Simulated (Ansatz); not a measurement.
## C: 5 runs along one coordinate

System: C (Fd-3m, 2 atoms in the cell).
Method: DFT, LDA (PW92), plane waves (420 eV) with PAW, scalar-relativistic, no spin polarisation (Ansatz 0.2.0).

The 5 runs differ only in the geometry, by an even scaling of the cell at fixed fractional positions.

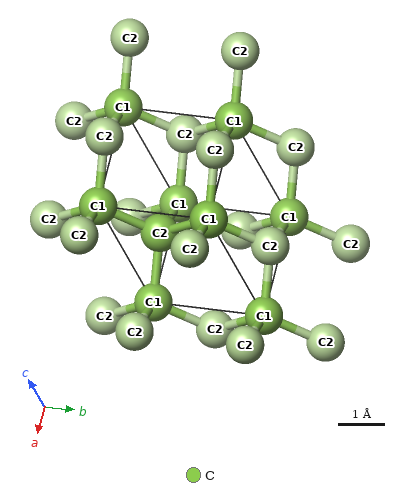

Figure 1. The structure of run 3 (ball-and-stick view of the cell of the calculation, seen at an oblique angle; neighbours outside the cell are drawn fainter; atoms are numbered from 1 in the order of the input).

## Input of run 3
```yaml
crystal:
  lattice:
    - [-1.2486555249, 1.2486533428, 1.7658159437]
    - [1.2486533428, -1.2486555249, 1.7658159437]
    - [1.2486555268, 1.2486555268, -1.7658199403]
  atoms:
    - { symbol: C, position: [1.058e-07, 0.9999998942, 1.0] }
    - { symbol: C, position: [0.7499998942, 0.2500001058, 0.5] }
hamiltonian:
  xc: lda
  pseudopotentials:
    kind: paw
    azcp:
      C: "pseudopotentials/C.paw.azcp"
basis:
  ecutwfc: 420
  fft_grid_basis: typed
kpoints:
  mp_grid: { grid: [17, 17, 20], shift: [0, 0, 0] }
magnetization:
  spin_polarized: false
scf:
  occupations: { method: fermi_dirac, width: 0.1 }
  lower_state_search: "off"
output:
  stress: true
```

Lattice vectors (Å) and fractional positions of run 3:
```
  -1.248656    1.248653    1.765816
   1.248653   -1.248656    1.765816
   1.248656    1.248656   -1.765820
C   0.000000  1.000000  1.000000
C   0.750000  0.250000  0.500000
```

Run 2 differs from it as follows:
```diff
-    - [-1.2486555249, 1.2486533428, 1.7658159437]
-    - [1.2486533428, -1.2486555249, 1.7658159437]
-    - [1.2486555268, 1.2486555268, -1.7658199403]
+    - [-1.2144284114, 1.214426289, 1.717412856]
+    - [1.214426289, -1.2144284114, 1.717412856]
+    - [1.2144284131, 1.2144284131, -1.717416743]
```

## Results, with one run withheld

| run | volume per atom (Å³) | free energy per atom, from the lowest run given (meV) | pressure (GPa) |
| --- | --- | --- | --- |
| 1 | 4.846 | 140.70 | 75.25 |
| 2 | 5.066 | ? | ? |
| 3 | 5.506 | 0.00 | 0.01 |
| 4 | 5.947 | 45.53 | −31.20 |
| 5 | 6.167 | 96.73 | −42.94 |

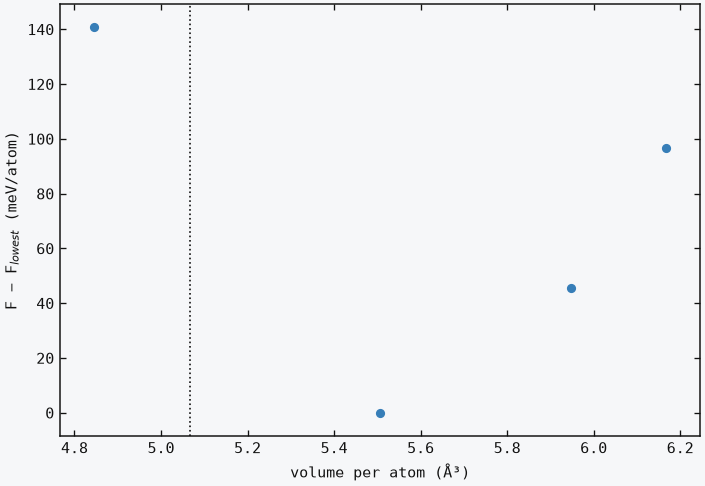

Figure 2. Free energy per atom of the runs given; the dotted line marks run 2.

Fit the runs given and predict run 2.

A quadratic polynomial in V^(−2/3) (the Birch–Murnaghan form), fitted to the 4 runs given, misses them by at most 0.31 meV per atom. With x = V^(−2/3) − 0.31798 Å⁻², it reads F = 1.2883 − 1006.2 x + 1.7526e+05 x² (meV per atom). At run 2 it gives 57.69 meV per atom, and the run itself gives 58.46. The slope of the fit gives a pressure −dF/dV of 45.52 GPa there, and the run prints 45.33 GPa. The two needn't agree exactly: the fit is approximate, and the printed stress is taken on a finite basis. The fit has its minimum at 5.502 Å³ per atom, where V d²F/dV² gives 467 GPa: the bulk modulus at this level, since symmetry fixes the shape and the positions. So low a polynomial doesn't follow these energies more closely.

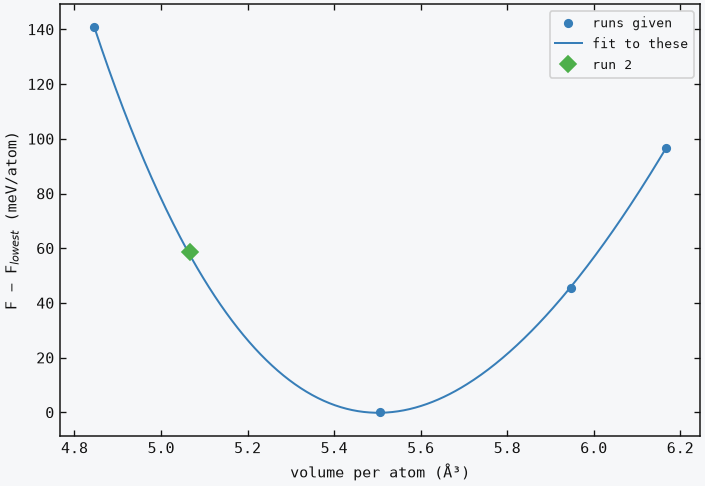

Figure 3. The fit and the withheld run.

## Output, shortened to warnings, some set-up lines, iterations and results (run 2)
```
Warning: the atoms were moved onto the symmetric positions of the space group found under crystal.symmetry.tolerance 1.0e-5 (fractional; no operation is sought that the atoms, as they stand in a round, miss by more than twice it, and no atom is moved by as much as it), and the run uses the moved positions. Before a round's move an operation carried an atom to 7.27e-7 Å from where it should land, …
Warning: 32 symmetry operations that the atoms keep within the bar at which the run's group was sought (crystal.symmetry.tolerance 1.0e-5, or twice it) were not taken beside the 16 unitary ones that the detection took (of a slab, those that keep its plane). If the more symmetric cell is meant, write the vectors of crystal.lattice to more decimals, or, with the positions in fractional coordinates, …
Warning: [file] the record states the generating functional pbe (its physics header spells it `PBE`), which answers neither for hamiltonian.xc's functional nor for the lda family's — results may be inconsistent (PPs are generated against a specific XC)
Warning: crystal.symmetry: narrowed to the stabiliser of the k-point mesh — unitary ops 16 → 4; excluded 12 operations that carry a point of the 17×17×20 mesh (shift [0, 0, 0]) off the mesh (the run samples exactly the mesh kpoints.mp_grid names, as under crystal.symmetry.detect: false, and its converged state has the mesh's symmetry, not the crystal's; ε∞, the Born charges and the force …
Basis set: ecut = 420 eV, 181 PW (Γ)
Symmetry: 4 space group operations
k-points: 1539 of 5780
Initial density: superposition of atomic densities (neutral atoms: chi_scale 0, normalization atom), corrected by the library's trained network
[...]
SCF iter   1: F=—  HF=-485.869746 eV  |F-HF|=—  |Δ(HF+E_count)|=         —  Δρ=9.25e-3  dr2=4.31e-3  ethr=1.77e-3  ⟨swp⟩=4.6  Hψ=79630  notcnv=0
SCF iter   2: F=—  HF=-485.868522 eV  |F-HF|=—  |Δ(HF+E_count)|=   1.22e-3  Δρ=4.06e-3  dr2=6.92e-4  ethr=5.39e-5  ⟨swp⟩=1.0  Hψ=24624  notcnv=0
SCF iter   3: F=—  HF=-485.868317 eV  |F-HF|=—  |Δ(HF+E_count)|=   2.05e-4  Δρ=3.82e-4  dr2=4.34e-6  ethr=8.65e-6  ⟨swp⟩=1.5  Hψ=14200  notcnv=0
SCF iter   4: F=—  HF=-485.868315 eV  |F-HF|=—  |Δ(HF+E_count)|=   1.38e-6  Δρ=2.08e-5  dr2=1.15e-8  ethr=5.42e-8  ⟨swp⟩=2.2  Hψ=16296  notcnv=0
SCF iter   5: F=-485.868315 eV  HF=-485.868315 eV  |F-HF|=9.61e-11  |Δ(HF+E_count)|=   6.56e-9  Δρ=3.87e-6  dr2=3.21e-10  ethr=1.44e-10  ⟨swp⟩=2.2  Hψ=17543  notcnv=0
SCF iter   6: F=-485.868315 eV  HF=-485.868315 eV  |F-HF|=4.55e-13  |Δ(HF+E_count)|=  9.47e-11  Δρ=2.48e-7  dr2=1.51e-12  ethr=4.02e-12  ⟨swp⟩=1.0  Hψ=30988  notcnv=0
SCF 1 converged in 6 iterations: F = -485.868315 eV  dr2 = 1.51e-12
SCF converged after 6 iterations
Free energy (F): -485.868315 eV
Harris-Foulkes:  -485.868315 eV  (|F-HF|=4.55e-13)
Internal energy: -485.868315 eV  (E = F + TS)
E sigma→0 (E₀):  -485.868315 eV
Fermi energy:    17.351561 eV
--- Per-component energies (eV) ---
  E_band       = 44.426673
  E_kinetic    = 192.615917
  E_local      = -116.298940  (includes V_loc(G=0)·N_el)
  E_nonlocal   = 57.052413
  E_hartree    = 25.069444
  E_xc         = -98.788093
  E_vxc        = -123.078586  (∫ρ·V_xc dr)
  E_paw        = -184.326500  (= ΣΔE_a)
  E_vpaw       = -16.003032  (= ΣTr[D̂ρ^β])
  E_aug_tail   = 0.000017  (compensation charges beyond the density's cutoff)
  E_ewald      = -361.318240
  E_core_change = 0.125665  (= ΣΔE_core)
  E_smearing   = -0.000000  (= −TS)
  E_closure    = 0.000000  (closes the sum)
  Σ components = -485.868315   (vs F -485.868315, Δ=0.00e0)
--- Stress (GPa, compression-positive) ---
       45.317940      -0.000460       0.000533
       -0.000460      45.317940       0.000533
        0.000533       0.000533      45.347903
  P = ⅓ Tr σ = 45.3279 GPa (453.279 kbar)
```

Warnings of the run: near-symmetries of the structure were not used; the PAW datasets were made with another functional; the structure was made exactly symmetric; the k-point mesh lowers the symmetry that the run can use.
